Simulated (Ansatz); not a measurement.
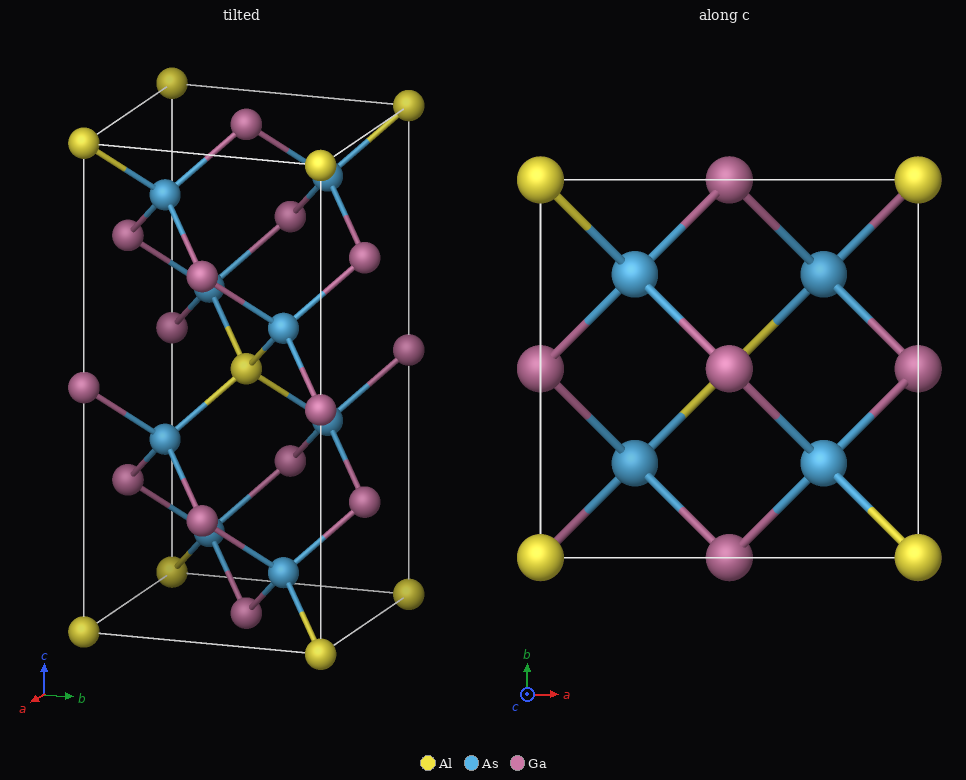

The crystal in a ball-and-stick representation, seen slightly off an axis and along the c axis. The wireframe shows the conventional unit cell.

AlGa3As4, space group I-42m (No. 121), a = 5.670 Å, b = 5.670 Å, c = 11.341 Å, α = 90.00°, β = 90.00°, γ = 90.00°. The model was built from a structure type filled with these elements by a generator (whether the compound takes this form wasn't checked). Earlier steps of the study, as a rule a relaxation of our own, may have changed the cell and positions, so they can lie some per cent off the listed ones. It was run through Ansatz as a DFT input.

This one geometry was computed with Ansatz (DFT, plane waves, PAW) at five levels of theory: r2SCAN, PBE, HSE06, PBE with spin-orbit coupling and PBE0. It was relaxed beforehand with r2SCAN.

Q: Which level gives the highest pressure at this volume, and what does that say about its equilibrium volume?

A: Highest: PBE (2.5 GPa) and PBE with spin-orbit coupling (2.5 GPa), which points to the largest equilibrium volume. Lowest, with the smallest volume: r2SCAN (0.0 GPa), HSE06 (0.5 GPa) and PBE0 (0.3 GPa). Levels within 0.5 GPa of each other can't be told apart.

Q: How does the band gap change with the level of theory?

A: PBE with spin-orbit coupling: a gap of 0.72 eV, direct; PBE: a gap of 0.83 eV, direct; r2SCAN: a gap of 1.34 eV, direct; HSE06: a gap of 1.70 eV, direct; PBE0: a gap of 2.29 eV, direct.

Q: Collect the results in a table.

A:
| level | cutoff (eV) | k-mesh of the run's cell | gap (eV) | pressure (GPa) |
| --- | --- | --- | --- | --- |
| r2SCAN | 500 | 6×6×6 | 1.34 | 0.0 |
| PBE | 420 | 6×6×6 | 0.83 | 2.5 |
| HSE06 | 420 | 4×4×4 | 1.70 | 0.5 |
| PBE with spin-orbit coupling | 420 | 6×6×6 | 0.72 | 2.5 |
| PBE0 | 420 | 4×4×4 | 2.29 | 0.3 |

Gaps are taken on the k-mesh or band path of each run.
